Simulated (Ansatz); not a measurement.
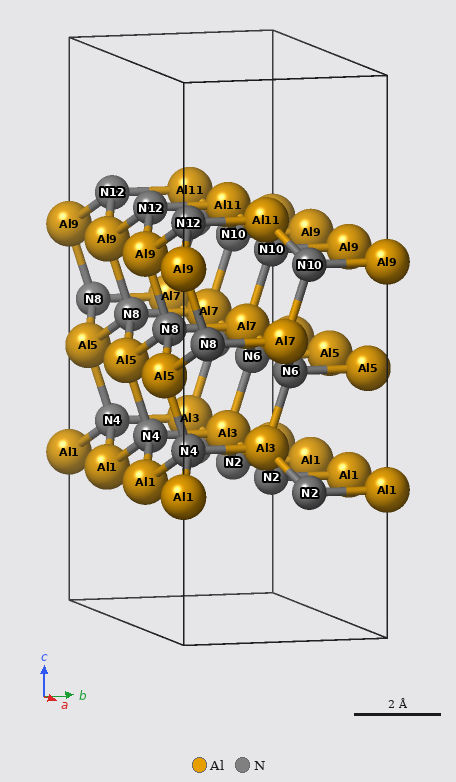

Figure 1. The input geometry (ball-and-stick view of the 3 × 1 repeat of the cell, with the vacuum cut short, seen slightly off an axis; atoms are numbered from 1 in the order of the input). An atom can appear more than once, as a periodic image. Near neighbours in the periodic cell (some may lie outside the picture): Al has 3 N at 1.89 to 1.90 Å; N has 3 Al at 1.89 to 1.90 Å; Al has 4 N at 1.89 to 1.90 Å; N has 4 Al at 1.89 to 1.90 Å.

## Geometry relaxation, with input and output: AlN (part 1 of 3)

- system: AlN (slab, 12 atoms in the cell)
- method: DFT r2SCAN, scalar-relativistic, plane waves, PAW, no spin polarisation (Ansatz 0.2.0)

The structure derives from an entry of the Crystallography Open Database. The input holds or restrains some coordinates. Forces given for the steps count only the free coordinates. It belongs to a series of runs on one base structure; here: clean slab, lower half held. Figures and captions count atoms from 1; the log counts them from 0 in places.

Input:
```yaml
crystal:
  lattice:
    - [3.106665338, 0.0, 0.0]
    - [0.0, 4.9784048454, 0.0]
    - [0.0, 0.0, 23.277719242]
  atoms:
    - { symbol: Al, position: [0.0, 0.9983070976, 0.3651560495] }
    - { symbol: "N", position: [0.0, 0.6166929024, 0.3651560495] }
    - { symbol: Al, position: [0.5, 0.4983070976, 0.4036828925] }
    - { symbol: "N", position: [0.5, 0.1166929024, 0.4036828925] }
    - { symbol: Al, position: [0.5, 0.9983070976, 0.4807365785] }
    - { symbol: "N", position: [0.5, 0.6166929024, 0.4807365785] }
    - { symbol: Al, position: [0.0, 0.4983070976, 0.5192634215] }
    - { symbol: "N", position: [0.0, 0.1166929024, 0.5192634215] }
    - { symbol: Al, position: [0.0, 0.9983070976, 0.5963171075] }
    - { symbol: "N", position: [0.0, 0.6166929024, 0.5963171075] }
    - { symbol: Al, position: [0.5, 0.4983070976, 0.6348439505] }
    - { symbol: "N", position: [0.5, 0.1166929024, 0.6348439505] }
basis:
  ecutwfc: 500
kpoints:
  mp_grid: { grid: [9, 6, 1] }
hamiltonian:
  xc: r2scan
scf:
  occupations: { method: gaussian, width: 0.05 }
output:
  forces: true
  eigenvalues: true
  write_density: true
  write_potential: true
  elf: true
  volumetric_format: npy
relax:
  adjacent_minimum: "off"
  f_tol: 0.03
  max_steps: 70
  constraints: [{ sites: [0, 1, 2, 3, 4, 5] }]
efield:
  axis: 3
  dipole_correction: true
  ramp_width: 0.04
```

Machine: 2 threads of AMD EPYC (Zen 5), 32 GiB of memory available, shared host.

Launch command:
```bash
ansatz run input.yaml --threads 2 --pin off --max-ram 5120MiB --backend cpu --events-out ev --progress --plain --runs-dir out
```

Log:
```
Engine: ansatz 0.2.0, x86_64-unknown-linux-gnu
Pseudopotentials: kind: paw
Pseudopotential: Al, paw, valence charge 3, recommended cutoff 500 eV (meta_gga), Al.paw.azcp
Pseudopotential: N, paw, valence charge 5, recommended cutoff 500 eV (meta_gga), N.paw.azcp
Functional definition: r2SCAN
  parameter k0 = 0.174
  parameter k1 = 0.065
  parameter a1 = 4.9479
  exchange = r2scan_x(k0 = k0, k1 = k1, a1 = a1)
  correlation = r2scan_c
Crystal: 12 atoms, lattice volume = 360.019 Å³
Basis set: ecut = 500 eV, 9161 PW (Γ), exchange–correlation on 96×160×720 points (64 copies of the dense FFT grid, shifted against one another)
Bands: 36, of which v1, the nominal top of the filled ones, is band 24 counted from 1 (23 counted from 0)
Symmetry: 2 space group operations
k-points: 20 of 54 (time reversal used)
Non-local potential: Al, projectors of the file, l = 0: 2, l = 1: 2, l = 2: 1
Non-local potential: N, projectors of the file, l = 0: 2, l = 1: 2, l = 2: 1
PAW form: soft (Blöchl's): semilocal exchange-correlation on the pseudo side does not see the compensation charge
PAW frozen core: Al, regenerated for the run's functional (the file was generated under x = pbe(κ = 0.804, μ = 0.2195149727645171), c = pbe(β = 0.06672455060314922))
PAW frozen core: N, regenerated for the run's functional (the file was generated under x = pbe(κ = 0.804, μ = 0.2195149727645171), c = pbe(β = 0.06672455060314922))
PAW one-centre angular grid: Al, 302 points (default); XC on 160 Gauss nodes
PAW one-centre angular grid: N, 302 points (default); XC on 160 Gauss nodes
Initial density: superposition of atomic densities (neutral atoms: chi_scale 0, normalization atom), corrected by the library's trained network
Initial wavefunctions: pseudopotential atomic-orbital guess
Functional: x = r2scan, c = r2scan; τ floored in thin density (d = 2e-4 eV/Å³)
SCF iter   1: F=—  HF=-5564.769915 eV  |F-HF|=—  |Δ(HF+E_count)|=         —  Δρ=4.78e-3  dr2=1.29e-1  dr2_τ=8.44e-1  ethr=1.77e-3  p=0.000 e·Å  D=7.86e-14 V/Å  ΔV_dip=-0.00 eV  dr2_dipole=1.22e-8  V_vac-E_F(+/−)=4.31/4.31 eV  ⟨swp⟩=9.8  Hψ=4616  notcnv=0  defer=36
efield: sawtooth ramp at fractional position 0.9800 (placed from the atoms, in the widest stretch of the axis that holds none; the zero of the levels goes with the place), width 0.0400; the density the first Hamiltonian is built on has a dipole p = 0.000 e·Å; the dipole correction subtracts the counter field D = 7.86e-14 V/Å, which shifts the + side's vacuum level by -0.00 eV against the − side's; the planar-averaged density in the ramp window peaks in size at 2.9e-6 e/Å³
preconditioner: auto → Resta (q_TF=auto, 1.950 Å⁻¹)  ε∞=2.3  [insulator: Δε(μ)=1.776 eV  Ē_g=12.092 eV  σ=0.050 eV  W_gap=1.00  n_scr=36 (ndim 8)  ℏωp=13.6 eV  f_vac=0.568  D(μ)=0.00/eV (n_scr^D=0)  ε∞_Penn≈2.3  vacuum switching on, ρ_ref=1.1e-2 e/Å³]
SCF iter   2: F=—  HF=-5565.167329 eV  |F-HF|=—  |Δ(HF+E_count)|=   3.97e-1  Δρ=3.51e-3  dr2=2.90e-2  dr2_τ=3.21e-3  ethr=2.68e-4  p=-0.000 e·Å  D=-2.28e-5 V/Å  ΔV_dip=0.00 eV  dr2_dipole=2.11e-8  V_vac-E_F(+/−)=4.18/4.18 eV  ⟨swp⟩=3.6  Hψ=1661  notcnv=0  defer=103
SCF iter   3: F=—  HF=-5565.166119 eV  |F-HF|=—  |Δ(HF+E_count)|=   1.21e-3  Δρ=1.60e-3  dr2=7.74e-3  dr2_τ=7.73e-4  ethr=6.05e-5  p=0.000 e·Å  D=1.13e-5 V/Å  ΔV_dip=-0.00 eV  dr2_dipole=2.60e-9  V_vac-E_F(+/−)=4.27/4.27 eV  ⟨swp⟩=2.9  Hψ=1168  notcnv=0  defer=103
SCF iter   4: F=—  HF=-5565.165979 eV  |F-HF|=—  |Δ(HF+E_count)|=   1.40e-4  Δρ=5.60e-4  dr2=1.63e-3  dr2_τ=2.66e-4  ethr=1.61e-5  p=-0.000 e·Å  D=-5.75e-8 V/Å  ΔV_dip=0.00 eV  dr2_dipole=9.75e-12  V_vac-E_F(+/−)=4.27/4.27 eV  ⟨swp⟩=2.4  Hψ=1234  notcnv=0  defer=103
SCF iter   5: F=—  HF=-5565.165706 eV  |F-HF|=—  |Δ(HF+E_count)|=   2.72e-4  Δρ=1.36e-4  dr2=4.85e-5  dr2_τ=5.68e-6  ethr=3.39e-6  p=0.000 e·Å  D=1.21e-7 V/Å  ΔV_dip=-0.00 eV  dr2_dipole=1.15e-13  V_vac-E_F(+/−)=4.27/4.27 eV  ⟨swp⟩=2.1  Hψ=1129  notcnv=0  defer=103
SCF iter   6: F=-5565.165718 eV  HF=-5565.165718 eV  |F-HF|=8.08e-7  |Δ(HF+E_count)|=   1.12e-5  Δρ=4.82e-5  dr2=9.24e-6  dr2_τ=7.90e-7  ethr=4.69e-8  p=0.000 e·Å  D=1.14e-6 V/Å  ΔV_dip=-0.00 eV  dr2_dipole=1.59e-11  V_vac-E_F(+/−)=4.27/4.27 eV  ⟨swp⟩=27.6  Hψ=9406  notcnv=0
SCF 1 converged in 6 iterations: F = -5565.165718 eV  dr2 = 9.24e-6
  greatest PAW one-centre occupation: 0.797 electrons in one spin orbital (limit 2), on the N atom at site 3 (counted from 0), in its partial waves of l = 0
relax step   1: F+E_penalty+E_count = -5565.16571847 eV  Δ(F+E_penalty+E_count) = +0.000e0 eV  max|allowed force component| = 2.104e0 eV/Å  Δτ_max = 0.0000 Å  (6 SCF iters, dr2 threshold 2.25e-5 eV, accepted)
Initial density: handed on by an earlier stage of this run
Initial wavefunctions: those handed on with the density
iter 1 solved again at ethr=1.94e-4 eV; its pass at ethr=3.10e-3 eV (dr2=9.30e-2 eV) is discarded
SCF iter   1: F=—  HF=-5565.546348 eV  |F-HF|=—  |Δ(HF+E_count)|=         —  Δρ=4.75e-3  dr2=9.32e-2  dr2_τ=1.02e-1  ethr=1.94e-4  p=0.000 e·Å  D=1.10e-6 V/Å  ΔV_dip=-0.00 eV  dr2_dipole=2.58e-4  V_vac-E_F(+/−)=4.18/4.18 eV  ⟨swp⟩=1.9  Hψ=3483  notcnv=0  defer=96
efield: sawtooth ramp at fractional position 0.9800 (handed on by an earlier solve), width 0.0400; the density the first Hamiltonian is built on has a dipole p = 0.000 e·Å; the dipole correction subtracts the counter field D = 1.10e-6 V/Å, which shifts the + side's vacuum level by -0.00 eV against the − side's; the planar-averaged density in the ramp window peaks in size at 2.6e-7 e/Å³
preconditioner: auto → Resta (q_TF=auto, 1.950 Å⁻¹)  ε∞=2.2  [insulator: Δε(μ)=1.802 eV  Ē_g=12.178 eV  σ=0.050 eV  W_gap=1.00  n_scr=36 (ndim 8)  ℏωp=13.6 eV  f_vac=0.580  D(μ)=0.00/eV (n_scr^D=0)  ε∞_Penn≈2.2  vacuum switching on, ρ_ref=1.1e-2 e/Å³]
SCF iter   2: F=—  HF=-5565.549044 eV  |F-HF|=—  |Δ(HF+E_count)|=   2.70e-3  Δρ=2.19e-3  dr2=1.79e-2  dr2_τ=2.76e-3  ethr=1.94e-4  p=-0.010 e·Å  D=-4.88e-3 V/Å  ΔV_dip=0.11 eV  dr2_dipole=1.52e-4  V_vac-E_F(+/−)=4.29/4.17 eV  ⟨swp⟩=3.0  Hψ=1267  notcnv=0  defer=96
SCF iter   3: F=—  HF=-5565.552218 eV  |F-HF|=—  |Δ(HF+E_count)|=   3.17e-3  Δρ=1.10e-3  dr2=4.86e-3  dr2_τ=3.58e-4  ethr=3.73e-5  p=-0.018 e·Å  D=-8.99e-3 V/Å  ΔV_dip=0.21 eV  dr2_dipole=2.18e-4  V_vac-E_F(+/−)=4.39/4.18 eV  ⟨swp⟩=2.0  Hψ=1399  notcnv=0  defer=100
SCF iter   4: F=—  HF=-5565.554619 eV  |F-HF|=—  |Δ(HF+E_count)|=   2.40e-3  Δρ=4.00e-4  dr2=8.25e-4  dr2_τ=7.84e-5  ethr=1.01e-5  p=-0.034 e·Å  D=-1.70e-2 V/Å  ΔV_dip=0.40 eV  dr2_dipole=1.94e-5  V_vac-E_F(+/−)=4.57/4.18 eV  ⟨swp⟩=2.0  Hψ=1199  notcnv=0  defer=102
SCF iter   5: F=—  HF=-5565.554724 eV  |F-HF|=—  |Δ(HF+E_count)|=   1.05e-4  Δρ=1.22e-4  dr2=7.42e-5  dr2_τ=7.93e-6  ethr=1.72e-6  p=-0.033 e·Å  D=-1.66e-2 V/Å  ΔV_dip=0.39 eV  dr2_dipole=1.84e-6  V_vac-E_F(+/−)=4.56/4.18 eV  ⟨swp⟩=2.1  Hψ=1158  notcnv=0  defer=102
SCF iter   6: F=-5565.554782 eV  HF=-5565.554779 eV  |F-HF|=3.30e-6  |Δ(HF+E_count)|=   5.47e-5  Δρ=4.32e-5  dr2=7.93e-6  dr2_τ=8.92e-7  ethr=1.55e-7  p=-0.034 e·Å  D=-1.71e-2 V/Å  ΔV_dip=0.40 eV  dr2_dipole=4.43e-7  V_vac-E_F(+/−)=4.58/4.18 eV  ⟨swp⟩=26.8  Hψ=8988  notcnv=0
SCF 2 converged in 6 iterations: F = -5565.554782 eV  dr2 = 7.93e-6
  greatest PAW one-centre occupation: 0.798 electrons in one spin orbital (limit 2), on the N atom at site 9 (counted from 0), in its partial waves of l = 0
relax step   2: F+E_penalty+E_count = -5565.55478240 eV  Δ(F+E_penalty+E_count) = -3.891e-1 eV  max|allowed force component| = 1.274e0 eV/Å  Δτ_max = 0.1923 Å  (6 SCF iters, dr2 threshold 1.00e-4 eV, accepted)
SCF iter   1: F=—  HF=-5565.725223 eV  |F-HF|=—  |Δ(HF+E_count)|=         —  Δρ=6.37e-3  dr2=1.89e-1  dr2_τ=2.24e-1  ethr=8.88e-4  p=-0.034 e·Å  D=-1.71e-2 V/Å  ΔV_dip=0.40 eV  dr2_dipole=1.40e-4  V_vac-E_F(+/−)=4.57/4.17 eV  ⟨swp⟩=4.0  Hψ=2546  notcnv=0  defer=91
efield: sawtooth ramp at fractional position 0.9800 (handed on by an earlier solve), width 0.0400; the density the first Hamiltonian is built on has a dipole p = -0.034 e·Å; the dipole correction subtracts the counter field D = -1.71e-2 V/Å, which shifts the + side's vacuum level by +0.40 eV against the − side's; the planar-averaged density in the ramp window peaks in size at 1.2e-7 e/Å³
preconditioner: auto → Resta (q_TF=auto, 1.950 Å⁻¹)  ε∞=2.2  [insulator: Δε(μ)=1.825 eV  Ē_g=12.304 eV  σ=0.050 eV  W_gap=1.00  n_scr=36 (ndim 8)  ℏωp=13.6 eV  f_vac=0.581  D(μ)=0.00/eV (n_scr^D=0)  ε∞_Penn≈2.2  vacuum switching on, ρ_ref=1.1e-2 e/Å³]
SCF iter   2: F=—  HF=-5565.700081 eV  |F-HF|=—  |Δ(HF+E_count)|=   2.51e-2  Δρ=2.33e-3  dr2=2.36e-2  dr2_τ=3.98e-3  ethr=3.94e-4  p=-0.038 e·Å  D=-1.92e-2 V/Å  ΔV_dip=0.45 eV  dr2_dipole=1.43e-4  V_vac-E_F(+/−)=4.61/4.16 eV  ⟨swp⟩=3.1  Hψ=1512  notcnv=0  defer=111
SCF iter   3: F=—  HF=-5565.695632 eV  |F-HF|=—  |Δ(HF+E_count)|=   4.45e-3  Δρ=1.13e-3  dr2=4.55e-3  dr2_τ=7.75e-4  ethr=4.91e-5  p=-0.032 e·Å  D=-1.61e-2 V/Å  ΔV_dip=0.37 eV  dr2_dipole=4.53e-5  V_vac-E_F(+/−)=4.54/4.16 eV  ⟨swp⟩=2.1  Hψ=1144  notcnv=0  defer=111
SCF iter   4: F=—  HF=-5565.695412 eV  |F-HF|=—  |Δ(HF+E_count)|=   2.20e-4  Δρ=3.25e-4  dr2=2.72e-4  dr2_τ=1.80e-5  ethr=9.47e-6  p=-0.035 e·Å  D=-1.74e-2 V/Å  ΔV_dip=0.41 eV  dr2_dipole=2.22e-7  V_vac-E_F(+/−)=4.57/4.16 eV  ⟨swp⟩=2.0  Hψ=1203  notcnv=0  defer=111
SCF iter   5: F=—  HF=-5565.695628 eV  |F-HF|=—  |Δ(HF+E_count)|=   2.16e-4  Δρ=1.04e-4  dr2=4.37e-5  dr2_τ=5.50e-6  ethr=5.67e-7  p=-0.036 e·Å  D=-1.79e-2 V/Å  ΔV_dip=0.42 eV  dr2_dipole=3.90e-7  V_vac-E_F(+/−)=4.57/4.16 eV  ⟨swp⟩=2.1  Hψ=1187  notcnv=0  defer=109
SCF iter   6: F=-5565.695637 eV  HF=-5565.695637 eV  |F-HF|=5.07e-7  |Δ(HF+E_count)|=   9.01e-6  Δρ=3.21e-5  dr2=3.84e-6  dr2_τ=5.83e-7  ethr=9.11e-8  p=-0.036 e·Å  D=-1.81e-2 V/Å  ΔV_dip=0.42 eV  dr2_dipole=1.01e-7  V_vac-E_F(+/−)=4.58/4.16 eV  ⟨swp⟩=24.1  Hψ=8981  notcnv=0
SCF 3 converged in 6 iterations: F = -5565.695637 eV  dr2 = 3.84e-6
  greatest PAW one-centre occupation: 0.800 electrons in one spin orbital (limit 2), on the N atom at site 11 (counted from 0), in its partial waves of l = 0
relax step   3: F+E_penalty+E_count = -5565.69563653 eV  Δ(F+E_penalty+E_count) = -1.409e-1 eV  max|allowed force component| = 1.037e0 eV/Å  Δτ_max = 0.1042 Å  (6 SCF iters, dr2 threshold 1.00e-4 eV, accepted)
```
